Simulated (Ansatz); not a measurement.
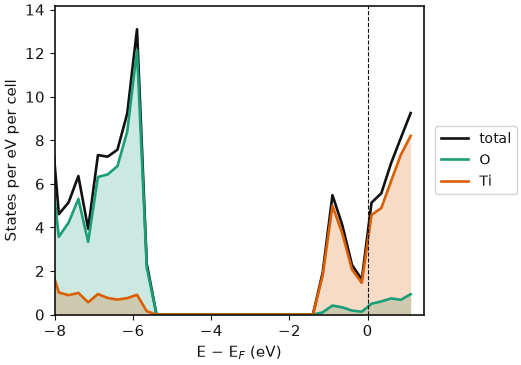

What does this figure show?

Density of states of Ti2O3, space group R-3c (No. 167), 10 atoms in the cell, a structure borrowed from another compound. Level of theory: DFT with r2SCAN, PAW plane waves, no spin polarisation, 7×7×7 k mesh, Fermi-Dirac smearing of 0.017 eV; code Ansatz 0.2.0. Energies are counted from the Fermi level. The partial curves are projected on Löwdin-orthogonalised atomic shells.

It is a metal. The density of states at the Fermi level isn't well fixed here: it changes fast, and within 0.3 eV it runs from 1.6 to 5.5 per eV and cell. The tallest peak in the window is at −5.9 eV; by projected weight it is O almost alone.

The structure was built from a prototype or by substitution, so it need not be a known phase. The atoms aren't at rest in this cell (largest force 1.0 eV/Å), so the relaxed material can differ. The cell is at 81 GPa in this functional.
